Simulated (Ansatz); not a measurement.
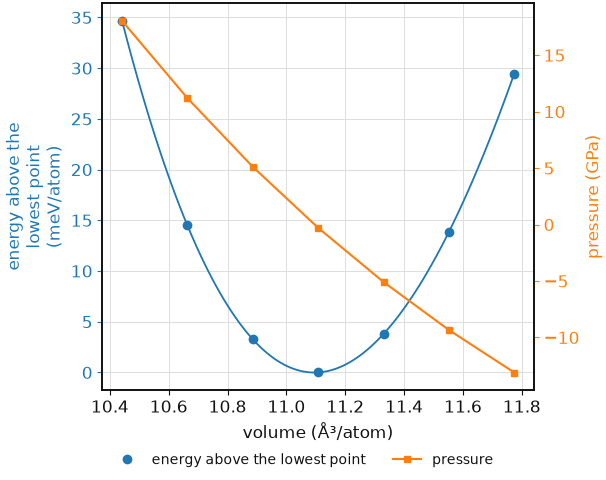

Plotted: energy above the lowest point and pressure against volume for Ir₂O₃, space group Pn-3m (No. 224) (one of a set of cubic test structures, which need not be the stable phase).

Method: equation of state of a cubic crystal from periodic Kohn-Sham density functional theory without spin, third-order Birch-Murnaghan fit to the free energies; pressure corrected for the finite basis (Ansatz 0.2.0 development build). Level: PBE.

structure type cubic X2O3; atoms in cell 10; space group number 224; lattice centring simple cubic; k mesh 23×23×23; occupation method Fermi–Dirac; occupation width 0.06123 eV; wave cutoff 420 eV; datasets soft-1 PAW; density tolerance 1.1e−07 eV; bands 62; density cutoff ratio 4; search for lower states default.

> Give the fitted equation-of-state parameters.

A third-order Birch–Murnaghan fit gives V0 = 11.10 Å³/atom, B0 = 256 GPa and B′ = 5.0.

> What does the pressure do across the range?

It falls from 18.0 GPa at volume 10.44 Å³/atom to −13.1 GPa at 11.77 Å³/atom, and changes sign near 11.10 Å³/atom.

Note: cubic model structure, not the ambient form.
